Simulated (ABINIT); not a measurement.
**Run report: CaO, optical-spectrum calculation (part 2 of 2)**

Continued. System: CaO (2 atoms in the cell). Method: Kohn-Sham DFT of a periodic cell, LDA, PseudoDojo NC SR LDA v0.4.1 standard, no spin polarisation (ABINIT 10.8.3); cutoff 952.4 eV, 6×6×6 k-mesh, fixed occupations. The structure derives from a Materials Project entry.

Geometry of the input (Å; fractional positions):
```
0.0000  2.4036  2.4036
2.4036  0.0000  2.4036
2.4036  2.4036  0.0000
Ca 0.0000  0.0000  0.0000
O  0.5000  0.5000  0.5000
```

**The program's output, continued**
```
--- !ResultsGS
iteration_state: {dtset: 1, }
comment   : Summary of ground state results
lattice_vectors:
- [  0.0000000,   4.5420620,   4.5420620, ]
- [  4.5420620,   0.0000000,   4.5420620, ]
- [  4.5420620,   4.5420620,   0.0000000, ]
lattice_lengths: [   6.42345,    6.42345,    6.42345, ]
lattice_angles: [ 60.000,  60.000,  60.000, ] # degrees, (23, 13, 12)
lattice_volume:   1.8740845E+02
convergence: {deltae: -2.416E-13, res2:  6.600E-14, residm:  5.360E-16, diffor: null, }
etotal    :  -5.53315886E+01
entropy   :   0.00000000E+00
fermie    :   1.67170317E-01
cartesian_stress_tensor: # hartree/bohr^3
- [  2.81917076E-04,   0.00000000E+00,   0.00000000E+00, ]
- [  0.00000000E+00,   2.81917076E-04,   0.00000000E+00, ]
- [  0.00000000E+00,   0.00000000E+00,   2.81917076E-04, ]
pressure_GPa:  -8.2943E+00
xred      :
- [  0.0000E+00,   0.0000E+00,   0.0000E+00, Ca]
- [  5.0000E-01,   5.0000E-01,   5.0000E-01,  O]
cartesian_forces: # hartree/bohr
- [ -0.00000000E+00,  -0.00000000E+00,  -0.00000000E+00, ]
- [ -0.00000000E+00,  -0.00000000E+00,  -0.00000000E+00, ]
force_length_stats: {min:   0.00000000E+00, max:   0.00000000E+00, mean:   0.00000000E+00, }
...

 Integrated electronic density in atomic spheres:
 ------------------------------------------------
 Atom  Sphere_radius  Integrated_density
    1        2.00000          7.63504606
    2        2.00000          6.12465757
================================================================================

 ----iterations are completed or convergence reached----

 Mean square residual over all n,k,spin=   38.937E-18; max=  53.600E-17
 reduced coordinates (array xred) for    2 atoms
       0.000000000000      0.000000000000      0.000000000000
       0.500000000000      0.500000000000      0.500000000000
 rms dE/dt=  0.0000E+00; max dE/dt=  0.0000E+00; dE/dt below (all hartree)
    1       0.000000000000      0.000000000000      0.000000000000
    2       0.000000000000      0.000000000000      0.000000000000

 cartesian coordinates (angstrom) at end:
    1      0.00000000000000     0.00000000000000     0.00000000000000
    2      2.40355569604410     2.40355569604410     2.40355569604410

 cartesian forces (hartree/bohr) at end:
    1     -0.00000000000000    -0.00000000000000    -0.00000000000000
    2     -0.00000000000000    -0.00000000000000    -0.00000000000000
 frms,max,avg= 0.0000000E+00 0.0000000E+00   0.000E+00  0.000E+00  0.000E+00 h/b

 cartesian forces (eV/Angstrom) at end:
    1     -0.00000000000000    -0.00000000000000    -0.00000000000000
    2     -0.00000000000000    -0.00000000000000    -0.00000000000000
 frms,max,avg= 0.0000000E+00 0.0000000E+00   0.000E+00  0.000E+00  0.000E+00 e/A
 length scales=  6.423445672775  6.423445672775  6.423445672775 bohr
              =  3.399141063200  3.399141063200  3.399141063200 angstroms
 Fermi (or HOMO) energy (hartree) =   0.16717   Average Vxc (hartree)=  -0.40888
 Eigenvalues (hartree) for nkpt=  28  k points:
 kpt#   1, nband=  8, wtk=  0.02778, kpt= -0.0833 -0.1667  0.0000 (reduced coord)
  -1.19346   -0.50650   -0.49700   -0.49661   -0.37438    0.13732    0.16165    0.16347
 prteigrs : prtvol=0 or 1, do not print more k-points.

--- !EnergyTerms
iteration_state     : {dtset: 1, }
comment             : Components of total free energy in Hartree
kinetic             :  2.43773677055781E+01
hartree             :  1.02464120008052E+01
xc                  : -1.14681832325923E+01
Ewald energy        : -4.15179927792728E+01
psp_core            :  1.60418218082210E+00
local_psp           : -3.90793364909416E+01
non_local_psp       :  5.05962056907574E-01
total_energy        : -5.53315885586937E+01
total_energy_eV     : -1.50564922787432E+03
band_energy         : -5.38423250439314E+00
...

 Cartesian components of stress tensor (hartree/bohr^3)
  sigma(1 1)=  2.81917076E-04  sigma(3 2)=  0.00000000E+00
  sigma(2 2)=  2.81917076E-04  sigma(3 1)=  0.00000000E+00
  sigma(3 3)=  2.81917076E-04  sigma(2 1)=  0.00000000E+00

-Cartesian components of stress tensor (GPa)         [Pressure= -8.2943E+00 GPa]
- sigma(1 1)=  8.29428673E+00  sigma(3 2)=  0.00000000E+00
- sigma(2 2)=  8.29428673E+00  sigma(3 1)=  0.00000000E+00
- sigma(3 3)=  8.29428673E+00  sigma(2 1)=  0.00000000E+00

================================================================================
== DATASET  2 ==================================================================

--- !DatasetInfo
iteration_state: {dtset: 2, }
dimensions: {natom: 2, nkpt: 28, mband: 18, nsppol: 1, nspinor: 1, nspden: 1, mpw: 1880, }
cutoff_energies: {ecut:  35.0, pawecutdg:  -1.0, }
electrons: {nelect:   1.60000000E+01, charge:   0.00000000E+00, occopt:   1.00000000E+00, tsmear:   1.00000000E-02, }
meta: {optdriver: 0, ionmov: 0, optcell: 0, iscf: -2, paral_kgb: 0, }
...

 mkfilename : getden/=0, take file _DEN from output of DATASET   1.

 Exchange-correlation functional for the present dataset will be:
  LDA: Perdew-Wang 92 LSD fit to Ceperley-Alder data - ixc=7
  J.P.Perdew and Y.Wang, PRB 45, 13244 (1992)

 Real(R)+Recip(G) space primitive vectors, cartesian coordinates (Bohr,Bohr^-1):
 R(1)=  0.0000000  4.5420620  4.5420620  G(1)= -0.1100822  0.1100822  0.1100822
 R(2)=  4.5420620  0.0000000  4.5420620  G(2)=  0.1100822 -0.1100822  0.1100822
 R(3)=  4.5420620  4.5420620  0.0000000  G(3)=  0.1100822  0.1100822 -0.1100822
 Unit cell volume ucvol=  1.8740845E+02 bohr^3
 Angles (23,13,12)=  6.00000000E+01  6.00000000E+01  6.00000000E+01 degrees

 getcut: wavevector=  0.0000  0.0000  0.0000  ngfft=  36  36  36
         ecut(hartree)=     35.000   => boxcut(ratio)=   2.10443
--------------------------------------------------------------------------------

================================================================================
 Non-SCF case, kpt    1 ( -0.08333 -0.16667  0.00000), residuals and eigenvalues=
  3.96E-13  6.84E-13  3.77E-13  7.22E-13  9.08E-13  3.89E-13  8.93E-13  7.13E-13
  1.69E-13  8.39E-13  5.64E-13  2.10E-13  3.09E-13  4.54E-13  9.28E-13  5.69E-07
  4.69E-06  3.50E-03
 -1.1935E+00 -5.0650E-01 -4.9700E-01 -4.9661E-01 -3.7438E-01  1.3732E-01
  1.6165E-01  1.6347E-01  3.7394E-01  3.8093E-01  4.1713E-01  4.1907E-01
  4.6433E-01  4.8494E-01  7.4893E-01  9.2886E-01  9.3450E-01  1.0038E+00
 prteigrs : prtvol=0 or 1, do not print more k-points.

--- !ResultsGS
iteration_state: {dtset: 2, }
comment   : Summary of ground state results
lattice_vectors:
- [  0.0000000,   4.5420620,   4.5420620, ]
- [  4.5420620,   0.0000000,   4.5420620, ]
- [  4.5420620,   4.5420620,   0.0000000, ]
lattice_lengths: [   6.42345,    6.42345,    6.42345, ]
lattice_angles: [ 60.000,  60.000,  60.000, ] # degrees, (23, 13, 12)
lattice_volume:   1.8740845E+02
convergence: {deltae:  0.000E+00, res2:  0.000E+00, residm:  9.985E-13, diffor:  0.000E+00, }
etotal    :  -5.53315886E+01
entropy   :   0.00000000E+00
fermie    :   1.67170317E-01
cartesian_stress_tensor: null
pressure_GPa: null
xred      :
- [  0.0000E+00,   0.0000E+00,   0.0000E+00, Ca]
- [  5.0000E-01,   5.0000E-01,   5.0000E-01,  O]
cartesian_forces: null
force_length_stats: {min: null, max: null, mean: null, }
...

 Integrated electronic density in atomic spheres:
 ------------------------------------------------
 Atom  Sphere_radius  Integrated_density
    1        2.00000          7.63504606
    2        2.00000          6.12465757
================================================================================

 ----iterations are completed or convergence reached----

 Mean square residual over all n,k,spin=   47.969E-14; max=  99.851E-14
 reduced coordinates (array xred) for    2 atoms
       0.000000000000      0.000000000000      0.000000000000
       0.500000000000      0.500000000000      0.500000000000

 cartesian coordinates (angstrom) at end:
    1      0.00000000000000     0.00000000000000     0.00000000000000
    2      2.40355569604410     2.40355569604410     2.40355569604410
 length scales=  6.423445672775  6.423445672775  6.423445672775 bohr
              =  3.399141063200  3.399141063200  3.399141063200 angstroms
 Eigenvalues (hartree) for nkpt=  28  k points:
 kpt#   1, nband= 18, wtk=  0.02778, kpt= -0.0833 -0.1667  0.0000 (reduced coord)
  -1.19346   -0.50650   -0.49700   -0.49661   -0.37438    0.13732    0.16165    0.16347
   0.37394    0.38093    0.41713    0.41907    0.46433    0.48494    0.74893    0.92886
   0.93450    1.00383
 prteigrs : prtvol=0 or 1, do not print more k-points.

================================================================================
== DATASET  3 ==================================================================

--- !DatasetInfo
iteration_state: {dtset: 3, }
dimensions: {natom: 2, nkpt: 28, mband: 14, nsppol: 1, nspinor: 1, nspden: 1, mpw: 1880, }
cutoff_energies: {ecut:  35.0, pawecutdg:  -1.0, }
electrons: {nelect:   1.60000000E+01, charge:   0.00000000E+00, occopt:   1.00000000E+00, tsmear:   1.00000000E-02, }
meta: {optdriver: 8, wfk_task: 7, }
...

 mkfilename : getwfk/=0, take file _WFK from output of DATASET   2.

 Exchange-correlation functional for the present dataset will be:
  LDA: Perdew-Wang 92 LSD fit to Ceperley-Alder data - ixc=7
  J.P.Perdew and Y.Wang, PRB 45, 13244 (1992)

--------------------------------------------------------------------------------

 Computation of velocity matrix elements (DDK)

 Parameters extracted from the Abinit header:
    ecut:     35.0
    nkpt:    864
    mband:   18
    nsppol:  1
    nspinor: 1
    useylm:  0
    inclvkb: 2
    bmin: 1, bmax: 18
    Computing diagonal and off-diagonal matrix elements
    Between band index bmin: 1, bmax: 18

== END DATASET(S) ==============================================================
================================================================================

 -outvars: echo values of variables after computation  --------
            acell      6.4234456728E+00  6.4234456728E+00  6.4234456728E+00 Bohr
           etotal1    -5.5331588559E+01
           etotal3     0.0000000000E+00
            fcart1    -0.0000000000E+00 -0.0000000000E+00 -0.0000000000E+00
                      -0.0000000000E+00 -0.0000000000E+00 -0.0000000000E+00
            fcart3     0.0000000000E+00  0.0000000000E+00  0.0000000000E+00
                       0.0000000000E+00  0.0000000000E+00  0.0000000000E+00
            rprim      0.0000000000E+00  7.0710678120E-01  7.0710678120E-01
                       7.0710678120E-01  0.0000000000E+00  7.0710678120E-01
                       7.0710678120E-01  7.0710678120E-01  0.0000000000E+00
           strten1     2.8191707593E-04  2.8191707593E-04  2.8191707593E-04
                       0.0000000000E+00  0.0000000000E+00  0.0000000000E+00
           strten3     0.0000000000E+00  0.0000000000E+00  0.0000000000E+00
                       0.0000000000E+00  0.0000000000E+00  0.0000000000E+00
           xangst      0.0000000000E+00  0.0000000000E+00  0.0000000000E+00
                       2.4035556960E+00  2.4035556960E+00  2.4035556960E+00
             xred      0.0000000000E+00  0.0000000000E+00  0.0000000000E+00
                       5.0000000000E-01  5.0000000000E-01  5.0000000000E-01
 Calculation completed.
```

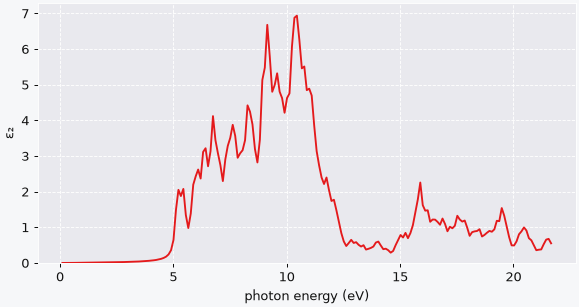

Fig. 1: Imaginary part of the dielectric function (first component that the program prints). The highest peak, 6.9, lies at 10.45 eV.

**Summary**

```json
{"quantity": "outcome", "value": "converged"}
{"quantity": "space group (tolerance 0.01 Å)", "value": "Fm-3m (225)"}
{"quantity": "electrons treated", "value": "16"}
{"quantity": "free energy", "value": "−1505.6492 eV"}
{"quantity": "Fermi energy of the self-consistent step", "value": "4.549 eV"}
{"quantity": "pressure", "value": "−8.29 GPa"}
{"quantity": "largest force (length of the vector)", "value": "under 0.001 eV/Å"}
{"quantity": "wall time", "value": "68 s"}
{"quantity": "peak memory", "value": "0.55 GiB"}
```

Points of doubt noted for this run: cutoff too low for stress. The cell is under a tension of 8.3 GPa at this level, so it is not at its equilibrium volume.
